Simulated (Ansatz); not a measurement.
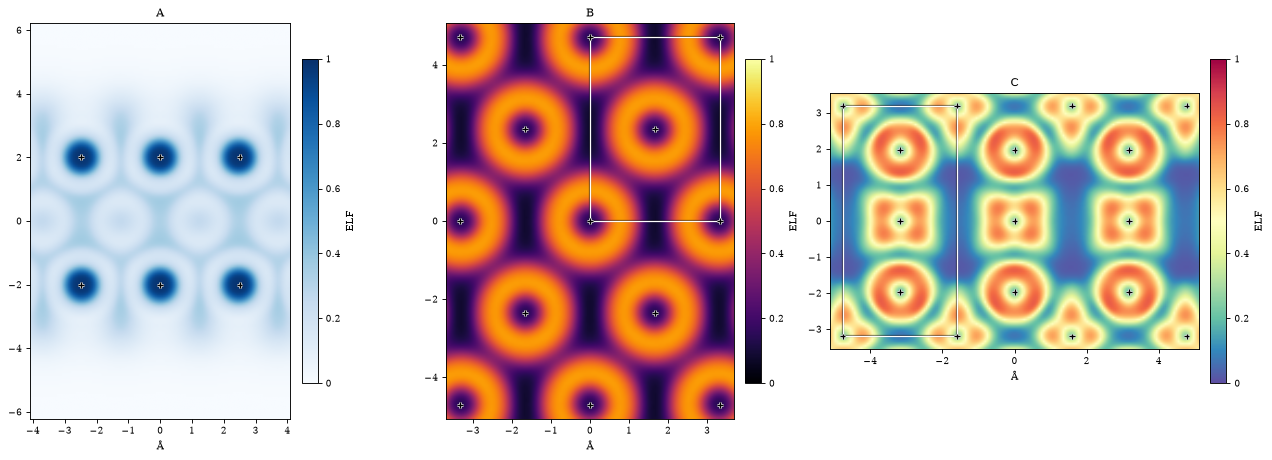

The ELF of 3 systems, each on a plane through atoms (crosses mark nuclei in the plane).

Computed with Ansatz 0.2.0, DFT PBE, scalar-relativistic, plane waves, PAW.

System 1: IrO2, the (110) plane of the conventional cell. Space group P4₂/mnm; computed without spin polarisation.

System 2: Se, the (011̄) plane of the conventional cell. Space group Im-3m; a structure from a database of computed crystals, not necessarily the ambient phase; changed on purpose from its base cell (volume × 0.91); computed pressure about 8 GPa in this cell.

System 3: Co (slab), the (11̄0) plane of the calculation cell, a cut from vacuum to vacuum. Spin-polarised.

**Match each panel to its system.**

Panel A is system 3, Co: the plane holds Co. Co–Co (2.49 Å): the ELF is about 0.25 at the midpoint (no localised pair shows between them). Panel B is system 2, Se: the plane holds Se. Se–Se (2.89 Å): the ELF is about 0.35 at the midpoint. Panel C is system 1, IrO2: the plane holds Ir and O. Ir–O (1.98 Å): the ELF peaks at about 0.85 in the valence shell of O, 0.6 Å from its nucleus, and is about 0.20 at the midpoint: no shared electron pair shows on this line.
